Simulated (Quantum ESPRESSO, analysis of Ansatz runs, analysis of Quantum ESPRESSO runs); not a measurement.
# Local vibrational mode of the vacancy with four H in Ge (PBE) (Quantum ESPRESSO), part 2 of 2

Aim: the local vibrational mode of the vacancy with four H in Ge, to be set beside the measurement. Set-up: PBE, JTH 2.0 PBE, 32-site cell, PBE lattice, k: 2x2x2 shifted. The model is a cell of 32 host atoms with 1 Ge taken out and 4 H put in. The frequencies come from force constants among the defect atom and its neighbours, with the masses of the isotopes named. Other potentials or another program check that the number doesn't hang on one set of files.

Quantum ESPRESSO 7.5; PBE, JTH 2.0 PBE, 32-site cell, PBE lattice, k: 2x2x2 shifted.

So far: The structure; Relaxation, charge 0.

## Step 2: Relaxation, charge 0 (continued)

Level of this step: Quantum ESPRESSO plane-wave DFT, PBE, JTH 2.0 PBE potentials; relaxation of all atoms of a defect supercell (Quantum ESPRESSO).

Step by step:

```
step  energy less that of the first step (eV)
   0                                   0.0000
   1                                  -0.0834
   2                                  -0.1656
   3                                  -0.2693
   4                                  -0.3834
   5                                  -0.4751
   6                                  -0.4948
   7                                  -0.5048
   8                                  -0.5141
   9                                  -0.5167
  10                                  -0.5174
  11                                  -0.5178
  12                                  -0.5186
  13                                  -0.5192
  14                                  -0.5195
```

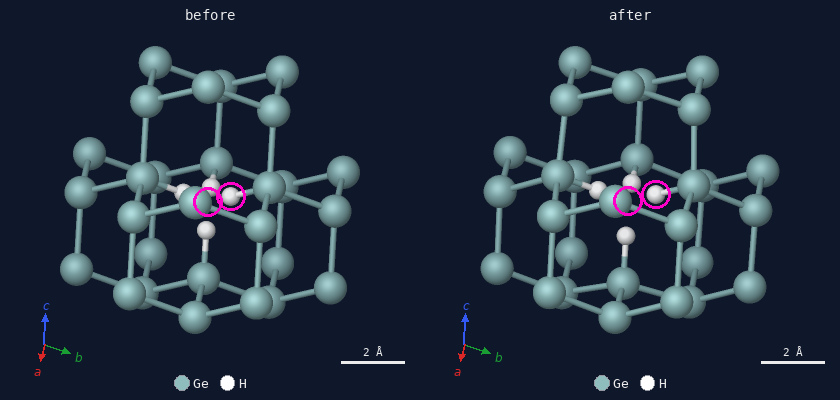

Before and after: the atoms that start within 5 Å of the centre. H35, which moves most, is ringed if it is among them. A ring with no atom in it marks the empty centre.

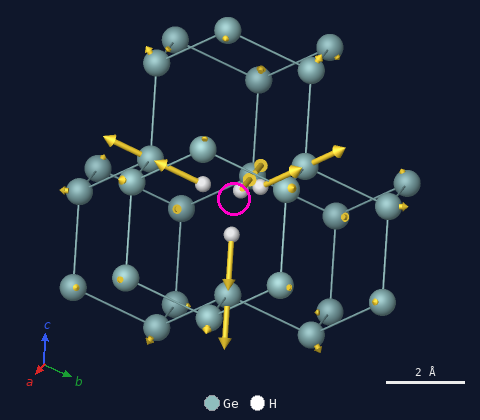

Displacements in the relaxation near the centre, exaggerated; the longest in the cell stands for 0.21 Å. A ring marks the centre wherever it is empty.

The atoms that moved most (Å):

```
atom      dx      dy      dz  length
 H35   0.121   0.121   0.121   0.210
 H33  -0.121   0.121  -0.121   0.210
 H34  -0.121  -0.121   0.121   0.210
 H32   0.121  -0.121  -0.121   0.210
Ge31   0.107   0.107   0.107   0.185
Ge25  -0.107   0.107  -0.107   0.185
Ge22   0.107  -0.107  -0.107   0.185
Ge26  -0.107  -0.107   0.107   0.185
```

The relaxed structure:

```
CELL_PARAMETERS angstrom
-5.76773 5.76773 5.76773
5.76773 -5.76773 5.76773
5.76773 5.76773 -5.76773
ATOMIC_POSITIONS crystal
Ge 0.00000 0.00000 0.50000
Ge 0.99525 0.24778 0.24778
Ge 0.00000 0.50000 0.00000
Ge 0.00475 0.75253 0.75253
Ge 0.24778 0.99525 0.24778
Ge 0.24778 0.24778 0.99525
Ge 0.24747 0.50000 0.75222
Ge 0.24747 0.75222 0.50000
Ge 0.50000 0.00000 0.00000
Ge 0.50000 0.24747 0.75222
Ge 0.50000 0.75222 0.24747
Ge 0.75253 0.00475 0.75253
Ge 0.75222 0.24747 0.50000
Ge 0.75222 0.50000 0.24747
Ge 0.75253 0.75253 0.00475
Ge 0.00100 0.00100 0.25247
Ge 0.00100 0.25247 0.00100
Ge 0.99900 0.50000 0.75147
Ge 0.99900 0.75147 0.50000
Ge 0.25247 0.00100 0.00100
Ge 0.24853 0.24853 0.74753
Ge 0.23150 0.50000 0.50000
Ge 0.24853 0.74753 0.24853
Ge 0.50000 0.99900 0.75147
Ge 0.50000 0.23150 0.50000
Ge 0.50000 0.50000 0.23150
Ge 0.50000 0.75147 0.99900
Ge 0.75147 0.99900 0.50000
Ge 0.74753 0.24853 0.24853
Ge 0.75147 0.50000 0.99900
Ge 0.76850 0.76850 0.76850
H 0.38611 0.50000 0.50000
H 0.50000 0.38611 0.50000
H 0.50000 0.50000 0.38611
H 0.61389 0.61389 0.61389
```

Neighbours of the ideal centre at the end:

```
atom  distance (Å)
 H32         1.138
 H33         1.138
 H34         1.138
 H35         1.138
Ge22         2.682
Ge25         2.682
Ge26         2.682
Ge31         2.682
```

Neighbours of the added atoms: H32: Ge22 1.54, H35 1.86, H33 1.86 Å; H33: Ge25 1.54, H35 1.86, H34 1.86 Å; H34: Ge26 1.54, H35 1.86, H33 1.86 Å; H35: Ge31 1.54, H33 1.86, H34 1.86 Å.

## Step 3: Atom Ge22 moved by 0.015 A along x

Force constants come from the forces after small displacements; symmetry gives the rest. One such run is shown.

This step: Quantum ESPRESSO plane-wave DFT, PBE, JTH 2.0 PBE potentials; single point of a defect supercell.

The input, pw.in:

```
&CONTROL
  calculation = 'scf'
  prefix = 'pwscf'
  outdir = './tmp'
  pseudo_dir = './pseudo'
  tprnfor = .true.
  disk_io = 'low'
/
&SYSTEM
  ibrav = 0
  nat = 35
  ntyp = 2
  ecutwfc = 40
  ecutrho = 240
  nbnd = 223
  occupations = 'smearing'
  smearing = 'fd'
  degauss = 0.00073499
/
&ELECTRONS
  conv_thr = 1d-10
  electron_maxstep = 100
  mixing_beta = 0.5
/
ATOMIC_SPECIES
Ge    72.6300 Ge.GGA_PBE-JTH.UPF
H      1.0080 H.GGA_PBE-JTH.UPF
CELL_PARAMETERS angstrom
  -5.7677345896    5.7677345896    5.7677345896
   5.7677345896   -5.7677345896    5.7677345896
   5.7677345896    5.7677345896   -5.7677345896
ATOMIC_POSITIONS crystal
Ge     0.0000000000    0.0000000000    0.5000000000
Ge    -0.0047514683    0.2477777253    0.2477777253
[... 1 atom line left out ...]
Ge     0.0047514683    0.7525291936    0.7525291936
[... 1 atom line left out ...]
Ge     0.2477777253    0.2477777253   -0.0047514683
[... 4 atom lines left out ...]
Ge     0.5000000000    0.7522222747    0.2474708064
Ge     0.7525291936    0.0047514683    0.7525291936
[... 9 atom lines left out ...]
Ge     0.2315006331    0.5013003372    0.5013003372
[... 2 atom lines left out ...]
Ge     0.5000000000    0.2315006331    0.5000000000
Ge     0.5000000000    0.5000000000    0.2315006331
[... 4 atom lines left out ...]
Ge     0.7684993669    0.7684993669    0.7684993669
H      0.3861081185    0.5000000000    0.5000000000
H      0.5000000000    0.3861081185    0.5000000000
H      0.5000000000    0.5000000000    0.3861081185
H      0.6138918815    0.6138918815    0.6138918815
K_POINTS automatic
2 2 2 1 1 1
```

Command:

```sh
> OMP_NUM_THREADS=1 pw.x -in pw.in > pw.out
```

The log of the run:

```text
[banner, memory and clock lines left out]
          URL

     file Ge.GGA_PBE-JTH.UPF: wavefunction(s)  4S 0S 4P 0P 3D 0D renormalized
     file H.GGA_PBE-JTH.UPF: wavefunction(s)  1S 0S 0P renormalized
     Message from routine setup:
     using ibrav=0 with symmetry is DISCOURAGED, use correct ibrav instead

     G-vector sticks info

     bravais-lattice index     =            0
     lattice parameter (alat)  =      18.8784  a.u.
     unit-cell volume          =    5179.3158 (a.u.)^3
     number of atoms/cell      =           35
     number of atomic types    =            2
     number of electrons       =       438.00
     number of Kohn-Sham states=          223
     kinetic-energy cutoff     =      40.0000  Ry
     charge density cutoff     =     240.0000  Ry
     scf convergence threshold =      1.0E-10
     mixing beta               =       0.5000
     number of iterations used =            8  plain     mixing
     Exchange-correlation= SLA PW PBX PBC
                           (   1   4   3   4   0   0   0)

     celldm(1)=  18.878382  celldm(2)=   0.000000  celldm(3)=   0.000000
     celldm(4)=   0.000000  celldm(5)=   0.000000  celldm(6)=   0.000000

     crystal axes: (cart. coord. in units of alat)
               a(1) = (  -0.577350   0.577350   0.577350 )
               a(2) = (   0.577350  -0.577350   0.577350 )
               a(3) = (   0.577350   0.577350  -0.577350 )

     reciprocal axes: (cart. coord. in units 2 pi/alat)
               b(1) = ( -0.000000  0.866025  0.866025 )
               b(2) = (  0.866025 -0.000000  0.866025 )
               b(3) = (  0.866025  0.866025  0.000000 )

     PseudoPot. # 1 for Ge read from file:
     Ge.GGA_PBE-JTH.UPF
     Pseudo is Projector augmented-wave + core cor, Zval = 14.0
     Generated using ATOMPAW code
     Shape of augmentation charge: SINC**2
     Using radial grid of 1054 points,  6 beta functions with:
                l(1) =   0
                l(2) =   0
                l(3) =   1
                l(4) =   1
                l(5) =   2
                l(6) =   2
     Q(r) pseudized with 0 coefficients

     PseudoPot. # 2 for H  read from file:
     H.GGA_PBE-JTH.UPF
     Pseudo is Projector augmented-wave + core cor, Zval =  1.0
     Generated using ATOMPAW code
     Shape of augmentation charge: SINC**2
     Using radial grid of  777 points,  3 beta functions with:
                l(1) =   0
                l(2) =   0
                l(3) =   1
     Q(r) pseudized with 0 coefficients

     atomic species   valence    mass     pseudopotential
     Ge               14.00    72.63000     Ge( 1.00)
     H                 1.00     1.00800     H ( 1.00)

      2 Sym. Ops. (no inversion) found

   Cartesian axes

     site n.     atom                  positions (alat units)
         1        Ge     tau(   1) = (   0.2886751   0.2886751  -0.2886751  )
         2        Ge     tau(   2) = (   0.2888523  -0.0027433  -0.0027433  )
         3        Ge     tau(   3) = (   0.2886751  -0.2886751   0.2886751  )
         4        Ge     tau(   4) = (   0.8662026   0.0027433   0.0027433  )
         5        Ge     tau(   5) = (  -0.0027433   0.2888523  -0.0027433  )
         6        Ge     tau(   6) = (  -0.0027433  -0.0027433   0.2888523  )
         7        Ge     tau(   7) = (   0.5800935   0.2884979  -0.0027433  )
         8        Ge     tau(   8) = (   0.5800935  -0.0027433   0.2884979  )
         9        Ge     tau(   9) = (  -0.2886751   0.2886751   0.2886751  )
        10        Ge     tau(  10) = (   0.2884979   0.5800935  -0.0027433  )
[...]
27        Ge     tau(  27) = (   0.1446065  -0.1457639   0.7231141  )
        28        Ge     tau(  28) = (  -0.1457639   0.7231141   0.1446065  )
        29        Ge     tau(  29) = (  -0.1446065   0.4315864   0.4315864  )
        30        Ge     tau(  30) = (  -0.1457639   0.1446065   0.7231141  )
        31        Ge     tau(  31) = (   0.4436933   0.4436933   0.4436933  )
        32        H      tau(  32) = (   0.3544306   0.2229196   0.2229196  )
        33        H      tau(  33) = (   0.2229196   0.3544306   0.2229196  )
        34        H      tau(  34) = (   0.2229196   0.2229196   0.3544306  )
        35        H      tau(  35) = (   0.3544306   0.3544306   0.3544306  )

     number of k points=     3  Fermi-Dirac smearing, width (Ry)=  0.0007
                       cart. coord. in units 2pi/alat
        k(    1) = (   0.4330127   0.4330127   0.4330127), wk =   0.5000000
        k(    2) = (   0.0000000   0.0000000   0.4330127), wk =   1.0000000
        k(    3) = (   0.4330127   0.0000000   0.0000000), wk =   0.5000000

     Dense  grid:   325093 G-vectors     FFT dimensions: (  96,  96,  96)

     Smooth grid:   176659 G-vectors     FFT dimensions: (  75,  75,  75)

     Initial potential from superposition of free atoms

     starting charge     437.9765, renormalised to     438.0000
     Starting wfcs are  578 randomized atomic wfcs
     Checking if some PAW data can be deallocated...

     Self-consistent Calculation

     iteration #  1     ecut=    40.00 Ry     beta= 0.50
     Davidson diagonalization with overlap
     ethr =  1.00E-02,  avg # of iterations =  2.0

     Threshold (ethr) on eigenvalues was too large:
[...]
estimated scf accuracy    <       0.00056462 Ry

     iteration #  6     ecut=    40.00 Ry     beta= 0.50
     Davidson diagonalization with overlap
     ethr =  1.29E-07,  avg # of iterations =  6.0

     total energy              =   -9786.22942805 Ry
     estimated scf accuracy    <       0.00028708 Ry

     iteration #  7     ecut=    40.00 Ry     beta= 0.50
     Davidson diagonalization with overlap
     ethr =  6.55E-08,  avg # of iterations =  5.0

     total energy              =   -9786.22951663 Ry
     estimated scf accuracy    <       0.00001687 Ry

     iteration #  8     ecut=    40.00 Ry     beta= 0.50
     Davidson diagonalization with overlap
     ethr =  3.85E-09,  avg # of iterations =  7.0

     total energy              =   -9786.22951555 Ry
     estimated scf accuracy    <       0.00003545 Ry

     iteration #  9     ecut=    40.00 Ry     beta= 0.50
     Davidson diagonalization with overlap
     ethr =  3.85E-09,  avg # of iterations =  5.0

     total energy              =   -9786.22952473 Ry
     estimated scf accuracy    <       0.00000235 Ry

     iteration # 10     ecut=    40.00 Ry     beta= 0.50
     Davidson diagonalization with overlap
     ethr =  5.37E-10,  avg # of iterations =  5.0

     total energy              =   -9786.22952553 Ry
     estimated scf accuracy    <       0.00000020 Ry

     iteration # 11     ecut=    40.00 Ry     beta= 0.50
     Davidson diagonalization with overlap
     ethr =  4.54E-11,  avg # of iterations =  7.3

     total energy              =   -9786.22952569 Ry
     estimated scf accuracy    <       0.00000059 Ry

     iteration # 12     ecut=    40.00 Ry     beta= 0.50
     Davidson diagonalization with overlap
     ethr =  4.54E-11,  avg # of iterations =  5.0

     total energy              =   -9786.22952578 Ry
     estimated scf accuracy    <          6.4E-09 Ry

     iteration # 13     ecut=    40.00 Ry     beta= 0.50
     Davidson diagonalization with overlap
     ethr =  1.47E-12,  avg # of iterations =  8.7

     total energy              =   -9786.22952579 Ry
     estimated scf accuracy    <          3.6E-09 Ry

     iteration # 14     ecut=    40.00 Ry     beta= 0.50
     Davidson diagonalization with overlap
     ethr =  8.30E-13,  avg # of iterations =  4.3

     total energy              =   -9786.22952579 Ry
     estimated scf accuracy    <          7.1E-10 Ry

     iteration # 15     ecut=    40.00 Ry     beta= 0.50
     Davidson diagonalization with overlap
     ethr =  1.63E-13,  avg # of iterations =  6.0

     total energy              =   -9786.22952579 Ry
     estimated scf accuracy    <          4.6E-10 Ry

     iteration # 16     ecut=    40.00 Ry     beta= 0.50
     Davidson diagonalization with overlap
     ethr =  1.05E-13,  avg # of iterations =  5.0

     End of self-consistent calculation

          k = 0.4330 0.4330 0.4330 ( 22108 PWs)   bands (ev):

   -15.4091 -15.4078 -15.4076 -15.4069 -15.4049 -15.4048 -15.4039 -15.4021
   -15.4012 -15.4002 -15.4000 -15.3994 -15.3957 -15.3951 -15.3947 -15.3931
   -15.3867 -15.3863 -15.3862 -15.3859 -15.3858 -15.3770 -15.3768 -15.3765
   -15.3700 -15.3686 -15.3683 -15.3680 -15.3678 -15.3614 -15.3599 -15.3593
   -15.3583 -15.3369 -15.3369 -15.3364 -15.3228 -15.3222 -15.3220 -15.3165
   -15.3162 -15.3157 -15.3130 -15.3129 -15.3087 -15.3049 -15.3046 -15.3044
   -15.3035 -15.3033 -15.3028 -15.2924 -15.2918 -15.2778 -15.2767 -15.2764
   -15.2762 -15.2716 -15.2716 -15.2714 -15.2611 -15.2610 -15.2607 -15.2527
   -15.2522 -15.2522 -15.2520 -15.2515 -15.2513 -15.2505 -15.2503 -15.2498
   -15.2413 -15.2408 -15.2407 -15.2399 -15.2398 -15.2395 -15.2324 -15.2321
[...]
8.5156   8.5179   8.5197   9.8866   9.8871   9.8905  10.1324

          k = 0.0000 0.0000 0.4330 ( 22178 PWs)   bands (ev):

[...]
8.0474   8.4961   8.4965  10.1004  10.6007  10.6024  10.7433

          k = 0.4330 0.0000 0.0000 ( 22178 PWs)   bands (ev):

[...]
1.9485   2.3644   2.3667   2.3723   2.4346   2.8534   3.8981   3.9040
     4.0253   4.4117   5.2684   5.2702   5.3028   5.4598   5.8679   5.9769
     5.9779   6.0881   6.4157   6.4653   6.4691   6.6498   6.6522   6.6590
     6.6594   6.7186   6.7232   6.7590   6.7736   6.8766   6.8799   6.8900
     7.0042   7.6812   7.7679   7.7702   7.8482   7.8894   7.8929   7.9137
     8.0423   8.4937   8.4975  10.0994  10.5992  10.6021  10.7433

     the Fermi energy is     9.1962 ev

!    total energy              =   -9786.22952579 Ry
     total all-electron energy =     -9786.229526 Ry
     estimated scf accuracy    <          1.5E-11 Ry
     smearing contrib. (-TS)   =       0.00000000 Ry
     internal energy E=F+TS    =   -9786.22952579 Ry

     The total energy is F=E-TS. E is the sum of the following terms:
     one-electron contribution =   -4696.06704333 Ry
     hartree contribution      =    1468.93108595 Ry
     xc contribution           =    -552.36239207 Ry
     ewald contribution        =   -2942.23554592 Ry
     one-center paw contrib.   =   -3064.49563041 Ry

     convergence has been achieved in  16 iterations

     Forces acting on atoms (cartesian axes, Ry/au):

     atom    1 type  1   force =    -0.00002591   -0.00002985   -0.00003248
     atom    2 type  1   force =     0.00171590    0.00111911    0.00111911
     atom    3 type  1   force =    -0.00002591   -0.00003248   -0.00002985
     atom    4 type  1   force =     0.00002848   -0.00005439   -0.00005439
     atom    5 type  1   force =     0.00018126   -0.00000156    0.00002903
     atom    6 type  1   force =     0.00018126    0.00002903   -0.00000156
     atom    7 type  1   force =     0.00146456    0.00127418   -0.00103281
     atom    8 type  1   force =     0.00146456   -0.00103281    0.00127418
     atom    9 type  1   force =     0.00010486   -0.00002909   -0.00002909
     atom   10 type  1   force =     0.00000144   -0.00003857    0.00008987
[...]
atom   31 type  1   force =     0.00011635    0.00017760    0.00017760
     atom   32 type  2   force =     0.00302092   -0.00253684   -0.00253684
     atom   33 type  2   force =     0.00002230   -0.00003802   -0.00007266
     atom   34 type  2   force =     0.00002230   -0.00007266   -0.00003802
     atom   35 type  2   force =     0.00007871    0.00004116    0.00004116

     Total force =     0.010041     Total SCF correction =     0.000023
```

Wall time 31 min (1 thread of Arm Neoverse V1, shared host); peak memory 2 GiB.

At this level the gap is 1.37 eV on the k-mesh of the self-consistent run, which can miss the band edges.

## Step 4: Local vibrational modes

Analysis of the runs above: force constants by central differences of Quantum ESPRESSO plane-wave DFT, PBE, JTH 2.0 PBE potentials forces among the atoms nearest to a defect, the others at rest.

The modes with the largest weight on the probed atoms (the light atom of a pair), for the masses of each isotope. Modes of the displaced atoms (local only where they lie over the host's phonons):

```
isotopes  mode (cm⁻¹)  share of the defect atoms
       H         2030                      0.989
       H         2005                      0.987
       H         2005                      0.987
       H         2005                      0.987
       H        541.7                      0.991
       H        541.7                      0.991
       H        541.7                      0.991
       H        527.9                      0.992
       H        527.9                      0.992
       H        483.9                      0.979
       H        483.9                      0.979
       H        483.9                      0.979
       D         1444                      0.978
       D         1427                      0.975
       D         1427                      0.975
       D         1427                      0.975
       D        385.2                      0.977
       D        385.2                      0.977
       D        385.2                      0.977
       D        375.3                      0.976
       D        375.3                      0.976
       D        346.6                       0.94
       D        346.6                       0.94
       D        346.6                       0.94
```

## Step 5: What came out

* distance from the defect atom to its nearest neighbour: 1.545 Å
* Ge-H stretch, T2: 2005 cm⁻¹

Ge-H stretch, T2: computed 2005 cm⁻¹, measured 2061.5 cm⁻¹; 57 cm⁻¹ (3 %) below the measurement. The computed value is harmonic, while the measured line is the anharmonic fundamental, which for X–H stretches usually lies a few per cent lower. Only the named neighbours move, so modes near the host's band are approximate.

[Logs are printed without paths, hosts, clocks, repeated set-up lines and the standing remarks that a program may print on its own settings, such as how far it seeks lower states.]

[Hosts, paths, dates, database ids (printed as entryN), source tags and the programs' standing remarks are cut or masked in the printed files.]

[For some hosts the program warned that the k-mesh of the response run may be too coarse for force constants and the static dielectric constant; such warnings are not shown here.]
